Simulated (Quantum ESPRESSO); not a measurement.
**Mn$_{3}$Si: projected density-of-states run (part 2 of 3)**

Mn$_{3}$Si (Fm-3m, 4 atoms in the cell); Kohn-Sham DFT of a periodic cell, PBEsol, DFT+U, GBRV 1.5 PBEsol, spin-polarised (Quantum ESPRESSO 7.5); cutoff 612.26 eV, 7×7×7 k-mesh, fermi-dirac of 0.05 eV, collinear spins. The structure derives from an entry of the Crystallography Open Database.

Geometry of the input (Å; fractional positions):
```
0.0000  2.8610  2.8610
2.8610  0.0000  2.8610
2.8610  2.8610  0.0000
Mn 0.7500  0.7500  0.7500
Mn 0.2500  0.2500  0.2500
Mn 0.5000  0.5000  0.5000
Si 0.0000  0.0000  0.0000
```

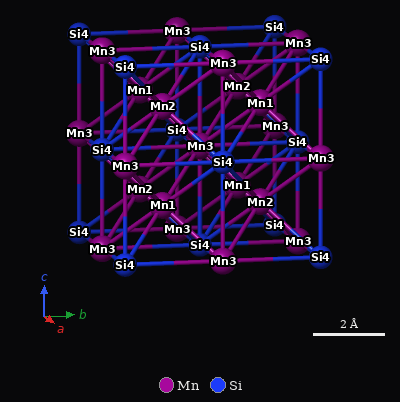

Fig. 1: The input geometry (ball-and-stick view of the cell 4 times as large as that of the calculation, set on its symmetry axes, seen slightly off an axis; atoms are numbered from 1 in the order of the input). An atom can appear more than once, as a periodic image.

Output, continued:
```
     ------------------------ ATOM    3 ------------------------
     Tr[ns(  3)] (up, down, total) =   4.21533  0.89229  5.10762
     Atomic magnetic moment for atom   3 =   3.32304
     SPIN  1
     eigenvalues:
       0.782  0.782  0.782  0.934  0.934
     eigenvectors (columns):
      -0.000  0.000 -0.000 -0.066 -0.998
      -0.215  0.950  0.227  0.000  0.000
      -0.634 -0.313  0.708  0.000  0.000
       0.000 -0.000  0.000  0.998 -0.066
       0.743  0.009  0.669 -0.000 -0.000
     occupation matrix ns (before diag.):
       0.934 -0.000 -0.000  0.000  0.000
      -0.000  0.782 -0.000  0.000  0.000
      -0.000 -0.000  0.782  0.000  0.000
       0.000  0.000  0.000  0.934 -0.000
       0.000  0.000  0.000 -0.000  0.782
     SPIN  2
     eigenvalues:
       0.129  0.129  0.211  0.211  0.211
     eigenvectors (columns):
       0.087  0.996 -0.000  0.000 -0.000
       0.000  0.000  0.236 -0.971 -0.025
       0.000  0.000  0.635  0.174 -0.753
      -0.996  0.087  0.000 -0.000  0.000
      -0.000 -0.000 -0.735 -0.162 -0.658
     occupation matrix ns (before diag.):
       0.129 -0.000 -0.000  0.000  0.000
      -0.000  0.211 -0.000  0.000  0.000
      -0.000 -0.000  0.211  0.000  0.000
       0.000  0.000  0.000  0.129 -0.000
       0.000  0.000  0.000 -0.000  0.211

     Number of occupied Hubbard levels =   14.9411

     total energy              =    -641.72177643 Ry
     estimated scf accuracy    <       3.26971405 Ry

     total magnetization       =     9.11 Bohr mag/cell
     absolute magnetization    =     9.40 Bohr mag/cell

     iteration #  2     ecut=    45.00 Ry     beta= 0.30
     Davidson diagonalization with overlap
     ethr =  6.67E-03,  avg # of iterations =  2.1

     total energy              =    -642.39336334 Ry
     estimated scf accuracy    <       0.18526757 Ry

     total magnetization       =     9.54 Bohr mag/cell
     absolute magnetization    =     9.94 Bohr mag/cell

     iteration #  3     ecut=    45.00 Ry     beta= 0.30
     Davidson diagonalization with overlap
     ethr =  3.78E-04,  avg # of iterations =  2.4

     total energy              =    -642.41152787 Ry
     estimated scf accuracy    <       0.09651862 Ry

     total magnetization       =     9.33 Bohr mag/cell
     absolute magnetization    =     9.76 Bohr mag/cell

     iteration #  4     ecut=    45.00 Ry     beta= 0.30
     Davidson diagonalization with overlap
     ethr =  1.97E-04,  avg # of iterations =  1.6

     total energy              =    -642.43299718 Ry
     estimated scf accuracy    <       0.04944036 Ry

     total magnetization       =     9.42 Bohr mag/cell
     absolute magnetization    =     9.86 Bohr mag/cell

     iteration #  5     ecut=    45.00 Ry     beta= 0.30
     Davidson diagonalization with overlap
     ethr =  1.01E-04,  avg # of iterations =  1.6

     total energy              =    -642.43896583 Ry
     estimated scf accuracy    <       0.00507184 Ry

     total magnetization       =     9.24 Bohr mag/cell
     absolute magnetization    =     9.74 Bohr mag/cell

     iteration #  6     ecut=    45.00 Ry     beta= 0.30
     Davidson diagonalization with overlap
     ethr =  1.04E-05,  avg # of iterations =  4.1

     total energy              =    -642.43976827 Ry
     estimated scf accuracy    <       0.00244325 Ry

     total magnetization       =     9.15 Bohr mag/cell
     absolute magnetization    =     9.69 Bohr mag/cell

     iteration #  7     ecut=    45.00 Ry     beta= 0.30
     Davidson diagonalization with overlap
     ethr =  4.99E-06,  avg # of iterations =  2.0

     total energy              =    -642.44040118 Ry
     estimated scf accuracy    <       0.00039916 Ry

     total magnetization       =     9.10 Bohr mag/cell
     absolute magnetization    =     9.64 Bohr mag/cell

     iteration #  8     ecut=    45.00 Ry     beta= 0.30
     Davidson diagonalization with overlap
     ethr =  8.15E-07,  avg # of iterations =  2.4

     total energy              =    -642.44055042 Ry
     estimated scf accuracy    <       0.00015907 Ry

     total magnetization       =     9.08 Bohr mag/cell
     absolute magnetization    =     9.61 Bohr mag/cell

     iteration #  9     ecut=    45.00 Ry     beta= 0.30
     Davidson diagonalization with overlap
     ethr =  3.25E-07,  avg # of iterations =  1.0

     total energy              =    -642.44058669 Ry
     estimated scf accuracy    <       0.00006152 Ry

     total magnetization       =     9.04 Bohr mag/cell
     absolute magnetization    =     9.58 Bohr mag/cell

     iteration # 10     ecut=    45.00 Ry     beta= 0.30
     Davidson diagonalization with overlap
     ethr =  1.26E-07,  avg # of iterations =  2.2

     total energy              =    -642.44060772 Ry
     estimated scf accuracy    <       0.00006697 Ry

     total magnetization       =     9.02 Bohr mag/cell
     absolute magnetization    =     9.55 Bohr mag/cell

     iteration # 11     ecut=    45.00 Ry     beta= 0.30
     Davidson diagonalization with overlap
     ethr =  1.26E-07,  avg # of iterations =  1.0

     total energy              =    -642.44058015 Ry
     estimated scf accuracy    <       0.00002298 Ry

     total magnetization       =     9.01 Bohr mag/cell
     absolute magnetization    =     9.54 Bohr mag/cell

     iteration # 12     ecut=    45.00 Ry     beta= 0.30
     Davidson diagonalization with overlap
     ethr =  4.69E-08,  avg # of iterations =  2.2

     total energy              =    -642.44062325 Ry
     estimated scf accuracy    <       0.00000070 Ry

     total magnetization       =     8.98 Bohr mag/cell
     absolute magnetization    =     9.51 Bohr mag/cell

     iteration # 13     ecut=    45.00 Ry     beta= 0.30
     Davidson diagonalization with overlap
     ethr =  1.44E-09,  avg # of iterations =  4.1

     total energy              =    -642.44062260 Ry
     estimated scf accuracy    <       0.00000028 Ry

     total magnetization       =     8.97 Bohr mag/cell
     absolute magnetization    =     9.50 Bohr mag/cell

     iteration # 14     ecut=    45.00 Ry     beta= 0.30
     Davidson diagonalization with overlap
     ethr =  5.79E-10,  avg # of iterations =  3.3

     total energy              =    -642.44062556 Ry
     estimated scf accuracy    <       0.00000008 Ry

     total magnetization       =     8.97 Bohr mag/cell
     absolute magnetization    =     9.49 Bohr mag/cell

     iteration # 15     ecut=    45.00 Ry     beta= 0.30
     Davidson diagonalization with overlap
     ethr =  1.68E-10,  avg # of iterations =  2.5

     total energy              =    -642.44062561 Ry
     estimated scf accuracy    <       0.00000001 Ry

     total magnetization       =     8.97 Bohr mag/cell
     absolute magnetization    =     9.49 Bohr mag/cell

     iteration # 16     ecut=    45.00 Ry     beta= 0.30
     Davidson diagonalization with overlap
     ethr =  2.09E-11,  avg # of iterations =  2.6

     total energy              =    -642.44062565 Ry
     estimated scf accuracy    <       0.00000001 Ry

     total magnetization       =     8.97 Bohr mag/cell
     absolute magnetization    =     9.50 Bohr mag/cell

     iteration # 17     ecut=    45.00 Ry     beta= 0.30
     Davidson diagonalization with overlap
     ethr =  2.09E-11,  avg # of iterations =  1.9

     Magnetic moment per site  (integrated on atomic sphere of radius R)
     atom   1 (R=0.253)  charge= 13.3914  magn=  2.9666
     atom   2 (R=0.253)  charge= 13.3914  magn=  2.9666
     atom   3 (R=0.253)  charge= 13.4212  magn=  2.9402
     atom   4 (R=0.253)  charge=  2.1514  magn= -0.1684

     End of self-consistent calculation

     =================== HUBBARD OCCUPATIONS ===================
     ------------------------ ATOM    1 ------------------------
     Tr[ns(  1)] (up, down, total) =   4.46871  1.29057  5.75928
     Atomic magnetic moment for atom   1 =   3.17815
     SPIN  1
     eigenvalues:
       0.880  0.880  0.880  0.914  0.914
     eigenvectors (columns):
      -0.000 -0.000 -0.000  0.120 -0.993
      -0.228 -0.943  0.241 -0.000  0.000
      -0.651  0.331  0.683 -0.000  0.000
       0.000  0.000  0.000 -0.993 -0.120
       0.724  0.001  0.690  0.000 -0.000
     occupation matrix ns (before diag.):
       0.914 -0.000 -0.000  0.000  0.000
      -0.000  0.880 -0.000  0.000  0.000
      -0.000 -0.000  0.880  0.000  0.000
       0.000  0.000  0.000  0.914 -0.000
       0.000  0.000  0.000 -0.000  0.880
     SPIN  2
     eigenvalues:
       0.211  0.211  0.211  0.328  0.328
     eigenvectors (columns):
      -0.000 -0.000  0.000 -0.171 -0.985
      -0.220  0.228  0.949  0.000  0.000
      -0.632  0.707 -0.316  0.000  0.000
       0.000  0.000 -0.000  0.985 -0.171
       0.743  0.669  0.011 -0.000 -0.000
     occupation matrix ns (before diag.):
       0.328 -0.000 -0.000  0.000  0.000
      -0.000  0.211 -0.000  0.000  0.000
      -0.000 -0.000  0.211  0.000  0.000
       0.000  0.000  0.000  0.328 -0.000
       0.000  0.000  0.000 -0.000  0.211
     ------------------------ ATOM    2 ------------------------
     Tr[ns(  2)] (up, down, total) =   4.46871  1.29057  5.75928
     Atomic magnetic moment for atom   2 =   3.17815
     SPIN  1
     eigenvalues:
       0.880  0.880  0.880  0.914  0.914
     eigenvectors (columns):
      -0.000 -0.000  0.000 -0.074 -0.997
      -0.208  0.052  0.977  0.000  0.000
      -0.643  0.745 -0.177  0.000  0.000
       0.000  0.000 -0.000  0.997 -0.074
       0.737  0.665  0.121 -0.000 -0.000
     occupation matrix ns (before diag.):
       0.914 -0.000 -0.000  0.000  0.000
      -0.000  0.880 -0.000  0.000  0.000
      -0.000 -0.000  0.880  0.000  0.000
       0.000  0.000  0.000  0.914 -0.000
       0.000  0.000  0.000 -0.000  0.880
     SPIN  2
     eigenvalues:
       0.211  0.211  0.211  0.328  0.328
     eigenvectors (columns):
      -0.000  0.000 -0.000 -0.101 -0.995
      -0.225  0.567  0.792  0.000  0.000
      -0.658 -0.688  0.305  0.000  0.000
       0.000 -0.000  0.000  0.995 -0.101
       0.718 -0.453  0.528 -0.000 -0.000
     occupation matrix ns (before diag.):
       0.328 -0.000 -0.000  0.000  0.000
      -0.000  0.211 -0.000  0.000  0.000
      -0.000 -0.000  0.211  0.000  0.000
       0.000  0.000  0.000  0.328 -0.000
       0.000  0.000  0.000 -0.000  0.211
     ------------------------ ATOM    3 ------------------------
     Tr[ns(  3)] (up, down, total) =   4.46354  1.32326  5.78680
     Atomic magnetic moment for atom   3 =   3.14028
     SPIN  1
     eigenvalues:
       0.855  0.855  0.855  0.950  0.950
     eigenvectors (columns):
      -0.000 -0.000 -0.000  0.103 -0.995
      -0.228  0.266 -0.936 -0.000  0.000
      -0.630  0.693  0.351 -0.000  0.000
       0.000  0.000  0.000 -0.995 -0.103
       0.742  0.670  0.010  0.000 -0.000
     occupation matrix ns (before diag.):
       0.950 -0.000 -0.000  0.000  0.000
      -0.000  0.855 -0.000  0.000  0.000
      -0.000 -0.000  0.855  0.000  0.000
       0.000  0.000  0.000  0.950 -0.000
       0.000  0.000  0.000 -0.000  0.855
     SPIN  2
     eigenvalues:
       0.132  0.132  0.353  0.353  0.353
     eigenvectors (columns):
      -0.125  0.992  0.000  0.000 -0.000
       0.000  0.000 -0.234 -0.971 -0.050
       0.000  0.000 -0.627  0.190 -0.756
      -0.992 -0.125 -0.000 -0.000  0.000
      -0.000 -0.000  0.743 -0.146 -0.653
     occupation matrix ns (before diag.):
       0.132 -0.000 -0.000  0.000  0.000
      -0.000  0.353 -0.000  0.000  0.000
      -0.000 -0.000  0.353  0.000  0.000
       0.000  0.000  0.000  0.132 -0.000
       0.000  0.000  0.000 -0.000  0.353

     Number of occupied Hubbard levels =   17.3054

 ------ SPIN UP ------------

          k = 0.0000 0.0000 0.0000 (  1639 PWs)   bands (ev):

   -62.8287 -62.7920 -62.3090 -31.7474 -31.7474 -31.7474 -31.7121 -31.7121
   -31.7121 -31.1932 -31.1932 -31.1932   5.8431  12.0255  12.0255  12.0819
    12.0819  12.0819  13.9810  13.9810  13.9810  15.7324  15.7324  15.7324
    16.0920  16.0920  16.1862  16.1862  20.4280  20.9612  20.9612  20.9612
    22.7439  22.7439  22.7439  25.9593  25.9593

          k = 0.1010 0.1010-0.1010 (  1594 PWs)   bands (ev):

   -62.8260 -62.7935 -62.3108 -31.7628 -31.7516 -31.7516 -31.7108 -31.7108
   -31.6935 -31.1967 -31.1902 -31.1902   6.1141  11.8387  11.8387  11.8799
    12.4934  12.4934  13.9281  13.9281  13.9569  15.3173  15.4574  15.4574
    16.0542  16.0542  16.2941  16.2941  19.6966  20.8622  20.8622  21.0838
    22.6921  22.7467  22.7467  25.6519  25.6519

          k = 0.2020 0.2020-0.2020 (  1615 PWs)   bands (ev):

   -62.8192 -62.7976 -62.3148 -31.7680 -31.7600 -31.7600 -31.7091 -31.7091
   -31.6850 -31.2015 -31.1837 -31.1837   6.8617  11.3319  11.8502  11.8502
    13.0245  13.0245  13.5446  13.8304  13.8304  14.9348  14.9579  14.9579
    16.0002  16.0002  16.3388  16.3388  18.1463  20.7355  20.7355  20.7632
    22.2688  22.2688  24.1620  26.2331  26.2331

          k = 0.3030 0.3030-0.3030 (  1616 PWs)   bands (ev):

   -62.8113 -62.8031 -62.3180 -31.7659 -31.7659 -31.7519 -31.7085 -31.7085
   -31.7014 -31.2023 -31.1785 -31.1785   7.7880  10.4456  11.9586  11.9586
    13.3602  13.3602  13.3667  13.8357  13.8357  14.5485  14.5485  14.7862
    15.9785  15.9785  16.2818  16.2818  16.8922  20.7275  20.7275  20.7907
    21.6789  21.6789  25.2596  27.6437  27.6437

          k = 0.2020-0.0000 0.0000 (  1607 PWs)   bands (ev):

   -62.8252 -62.7940 -62.3114 -31.7709 -31.7709 -31.7289 -31.7220 -31.6943
   -31.6943 -31.2029 -31.1871 -31.1871   6.2021  11.3680  12.2094  12.2721
    12.2721  12.5244  13.6859  14.0610  14.0610  15.3522  15.3727  15.3727
    15.9199  16.1234  16.1773  16.3651  19.6070  20.2851  20.2851  21.8565
    22.5294  22.9417  22.9417  24.3870  27.4752

          k = 0.3030 0.1010-0.1010 (  1613 PWs)   bands (ev):

   -62.8199 -62.7971 -62.3148 -31.7844 -31.7831 -31.7390 -31.7124 -31.6873
   -31.6819 -31.2089 -31.1822 -31.1805   6.7823  11.0357  12.1905  12.2154
    12.7839  12.9683  13.3059  13.9714  14.1085  14.8797  14.9257  15.2122
    15.7969  16.0966  16.1881  16.4159  18.6436  19.3666  19.6132  21.7231
    22.9957  23.1211  23.3886  25.2996  27.5629

          k = 0.4041 0.2020-0.2020 (  1605 PWs)   bands (ev):

   -62.8128 -62.8018 -62.3183 -31.7875 -31.7784 -31.7560 -31.6996 -31.6894
   -31.6885 -31.2054 -31.1804 -31.1756   7.6472  10.6933  11.9024  12.2166
    13.0793  13.1919  13.4520  13.7826  14.1335  14.4780  14.5307  15.0771
    15.8126  16.0178  16.2058  16.3275  17.1508  19.0640  19.2914  21.3523
    22.9071  23.3199  24.9041  26.4781  28.1026

          k =-0.2020-0.4041 0.4041 (  1596 PWs)   bands (ev):

   -62.8087 -62.8051 -62.3193 -31.7826 -31.7784 -31.7497 -31.7138 -31.6985
   -31.6813 -31.1995 -31.1815 -31.1759   8.0499  10.4548  11.8591  12.0874
    13.0749  13.3638  13.4814  13.9767  14.0661  14.4125  14.4308  14.8073
    15.8926  15.9049  16.2257  16.3649  16.7192  18.8990  19.4518  21.1516
    22.9890  23.0637  26.2106  27.2763  27.4339

          k =-0.1010-0.3030 0.3030 (  1605 PWs)   bands (ev):

   -62.8152 -62.8001 -62.3171 -31.7871 -31.7598 -31.7589 -31.7128 -31.7034
   -31.6748 -31.2014 -31.1812 -31.1810   7.3528  10.9735  11.8343  12.1995
    12.9136  13.3387  13.4142  13.5996  14.1252  14.5114  14.7615  14.9896
    15.8312  15.9951  16.1804  16.5261  17.6300  18.9907  20.0286  21.0854
    23.0788  23.1741  24.6734  25.5111  27.7107

          k =-0.0000-0.2020 0.2020 (  1600 PWs)   bands (ev):

   -62.8220 -62.7959 -62.3134 -31.7785 -31.7648 -31.7345 -31.7307 -31.6942
   -31.6834 -31.2014 -31.1876 -31.1839   6.5415  11.4178  11.7059  12.4249
    12.4830  12.9371  13.6507  13.7272  14.0851  15.0084  15.1188  15.1857
    15.9250  16.0620  16.1813  16.4914  19.2207  19.4672  20.6453  21.2098
    22.9126  23.0796  23.6550  24.1661  27.4856

          k = 0.4041-0.0000 0.0000 (  1612 PWs)   bands (ev):

   -62.8171 -62.7989 -62.3171 -31.8049 -31.8049 -31.7452 -31.6875 -31.6728
   -31.6728 -31.2234 -31.1741 -31.1741   7.1498  10.6218  12.7164  12.7627
    12.7627  12.8532  12.8538  14.3104  14.3104  14.7187  14.7187  15.2611
    15.4368  16.1225  16.1572  16.3077  18.1185  18.5141  18.5141  21.2538
    22.2748  24.6996  24.6996  25.8888  28.4759

          k = 0.5051 0.1010-0.1010 (  1621 PWs)   bands (ev):

   -62.8123 -62.8020 -62.3199 -31.8129 -31.8109 -31.7568 -31.6764 -31.6696
   -31.6686 -31.2241 -31.1718 -31.1694   7.7891  10.5274  12.2146  12.7868
    12.7907  13.1688  13.2969  14.0489  14.1856  14.5757  14.6245  15.3472
    15.3506  16.0307  16.1845  16.2376  17.2803  17.5472  17.8645  21.2937
    22.8345  25.1150  25.3485  27.7127  28.4516

          k =-0.1010-0.5051 0.5051 (  1613 PWs)   bands (ev):
```
